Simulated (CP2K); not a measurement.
**GdO: 6 runs along one coordinate**

System: GdO (2 atoms in the cell).
Method: Kohn-Sham DFT of a periodic cell, PBEsol, GTH-PBE with UZH-DZVP basis, spin-polarised (CP2K 2026.2).

The 6 runs differ only in the geometry, by an even scaling of the cell at fixed fractional positions. The structure derives from an entry of the Crystallography Open Database.

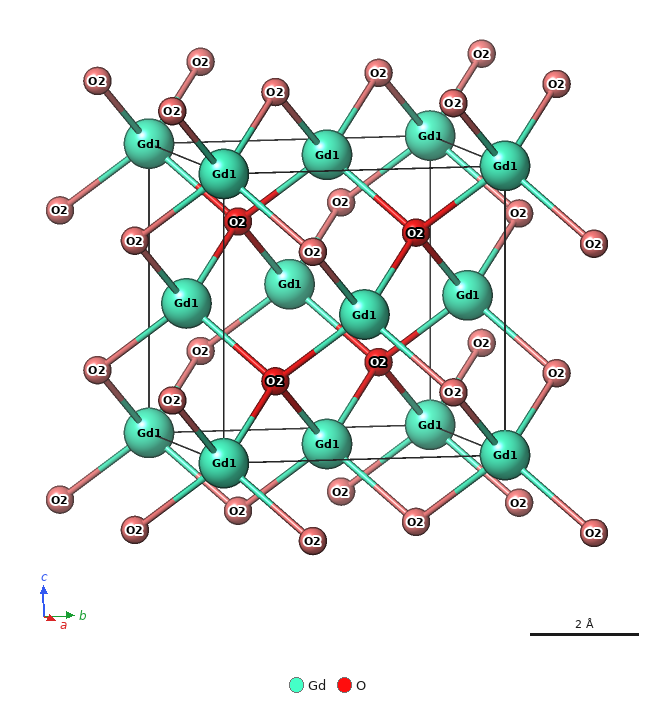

Figure 1. The structure of run 4 (ball-and-stick view of the cell 4 times as large as that of the calculation, set on its symmetry axes, seen slightly off an axis; neighbours outside the cell are drawn fainter; atoms are numbered from 1 in the order of the input).

## Input of run 4
```
&GLOBAL
  PROJECT gdo_eos
  RUN_TYPE ENERGY_FORCE
  PRINT_LEVEL LOW
&END GLOBAL
&FORCE_EVAL
  METHOD QS
  STRESS_TENSOR ANALYTICAL
  &DFT
    BASIS_SET_FILE_NAME BASIS_MOLOPT_UCL
    BASIS_SET_FILE_NAME BASIS_MOLOPT_UZH
    POTENTIAL_FILE_NAME GTH_POTENTIALS
    UKS T
    MULTIPLICITY 9
    WFN_RESTART_FILE_NAME previous-RESTART.kp
    &MGRID
      CUTOFF 600
      REL_CUTOFF 60
      NGRIDS 4
    &END MGRID
    &QS
      METHOD GPW
      EPS_DEFAULT 1.0E-10
    &END QS
    &KPOINTS
      SCHEME MONKHORST-PACK 9 9 9
      GAMMA_CENTERED T
      SYMMETRY T
      SYMMETRY_BACKEND SPGLIB
    &END KPOINTS
    &SCF
      SCF_GUESS RESTART
      EPS_SCF 1.0E-6
      MAX_SCF 150
      ADDED_MOS 15 23
      CHOLESKY OFF
      EPS_EIGVAL 1.0E-7
      &DIAGONALIZATION ON
        ALGORITHM STANDARD
      &END DIAGONALIZATION
      &MIXING ON
        METHOD BROYDEN_MIXING
        ALPHA 0.2
        BETA 1.5
        NBUFFER 10
      &END MIXING
      &SMEAR ON
        METHOD FERMI_DIRAC
        ELECTRONIC_TEMPERATURE [K] 580.226
      &END SMEAR
    &END SCF
    &XC
      &XC_FUNCTIONAL
        &GGA_X_PBE_SOL
        &END GGA_X_PBE_SOL
        &GGA_C_PBE_SOL
        &END GGA_C_PBE_SOL
      &END XC_FUNCTIONAL
    &END XC
    &PRINT
      &KPOINTS ON
      &END KPOINTS
      &MULLIKEN ON
      &END MULLIKEN
      &MO ON
        ENERGIES T
        OCCUPATION_NUMBERS T
        &EACH
          QS_SCF 0
        &END EACH
        ADD_LAST NUMERIC
      &END MO
    &END PRINT
  &END DFT
  &SUBSYS
    &CELL
      ABC 3.8436646177 3.8436646178 3.8436646178
      ALPHA_BETA_GAMMA 59.9999999992 59.9999999996 59.9999999997
      PERIODIC XYZ
    &END CELL
    &COORD
      Gd  0.0000000000 0.0000000000 0.0000000000
      O   5.7654969266 3.3287112026 2.3537542639
    &END COORD
    &KIND Gd
      BASIS_SET DZVP-MOLOPT-SR-GTH-q18
      POTENTIAL GTH-PBE-q18
      MAGNETIZATION 7.0
    &END KIND
    &KIND O
      BASIS_SET DZVP-MOLOPT-PBE-GTH-q6
      POTENTIAL GTH-PBE-q6
      POTENTIAL_FILE_NAME POTENTIAL_UZH
    &END KIND
    &PRINT
      &ATOMIC_COORDINATES ON
      &END ATOMIC_COORDINATES
      &CELL ON
      &END CELL
      &SYMMETRY ON
      &END SYMMETRY
    &END PRINT
  &END SUBSYS
  &PRINT
    &FORCES ON
    &END FORCES
    &STRESS_TENSOR ON
    &END STRESS_TENSOR
  &END PRINT
&END FORCE_EVAL
```

Command:
```bash
OMP_NUM_THREADS=4 cp2k.psmp -i gdo_eos.inp -o gdo_eos.out
```

Lattice vectors (Å) and fractional positions of run 4:
```
   3.843665    0.000000    0.000000
   1.921832    3.328711    0.000000
   1.921832    1.109570    3.138339
Gd  0.000000  0.000000  0.000000
O   0.750000  0.750000  0.750000
```

Run 3 has the same physical settings and fractional positions; its lattice vectors (Å) are:
```
   3.792749    0.000000    0.000000
   1.896375    3.284617    0.000000
   1.896375    1.094872    3.096767
```

## Results, with one run withheld

```csv
run,volume per atom (Å³),"free energy per atom, from the lowest run given (meV)",pressure (GPa)
1,18.502,6.37,3.90
2,18.896,0.00,1.33
3,19.289,?,?
4,20.077,14.49,−4.93
5,20.470,28.71,−6.61
6,20.864,46.84,−8.12
```

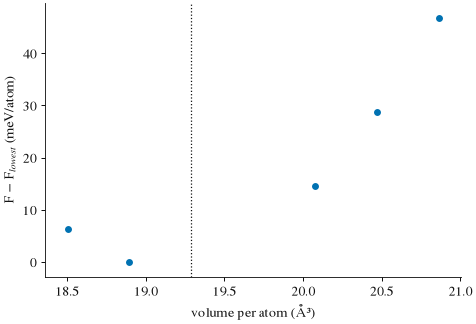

Figure 2. Free energy per atom of the runs given; the dotted line marks run 3.

Estimate the energy of run 3 from the others.

A cubic polynomial in V^(−2/3) (the Birch–Murnaghan form), fitted to the 5 runs given, misses them by at most 0.02 meV per atom. With x = V^(−2/3) − 0.13697 Å⁻², it reads F = 5.5052 − 4422.8 x + 7.6076e+05 x² + 4.8928e+05 x³ (meV per atom). At run 3 it gives −0.38 meV per atom, and the run itself gives −0.38. The slope of the fit gives a pressure −dF/dV of −0.98 GPa there, and the run prints −0.98 GPa. The fit has its minimum at 19.117 Å³ per atom, where V d²F/dV² gives 111 GPa: the bulk modulus at this level, since symmetry fixes the shape and the positions.

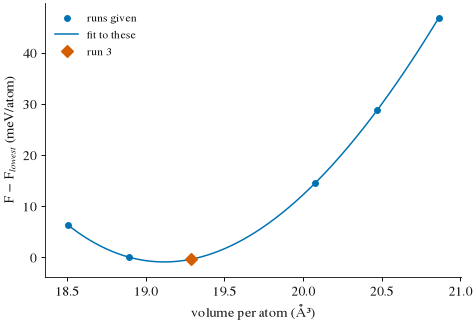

Figure 3. The fit and the withheld run.

## Some lines of the output (run 3)
```
[...]
 CELL_REF| Volume [angstrom^3]:                                        38.578680
                        Smear method:                                FERMI_DIRAC
  Step     Update method      Time    Convergence         Total energy    Change
  Fermi energy:                                                 0.34265931426203
  Total energy:                                              -123.93136389100513
  Total energy (extrapolated to T->0):                       -123.93129520462766
 MO| E(Fermi):            0.342659 a.u.          9.324234 eV
 MO| Band gap:            0.244064 a.u.          6.641323 eV
 MO| Band gap:            0.241448 a.u.          6.570147 eV
 MO| Band gap:            0.224632 a.u.          6.112557 eV
 MO| Band gap:            0.200718 a.u.          5.461823 eV
 MO| Band gap:            0.194747 a.u.          5.299348 eV
 MO| Band gap:            0.197393 a.u.          5.371328 eV
 MO| Band gap:            0.199915 a.u.          5.439964 eV
```
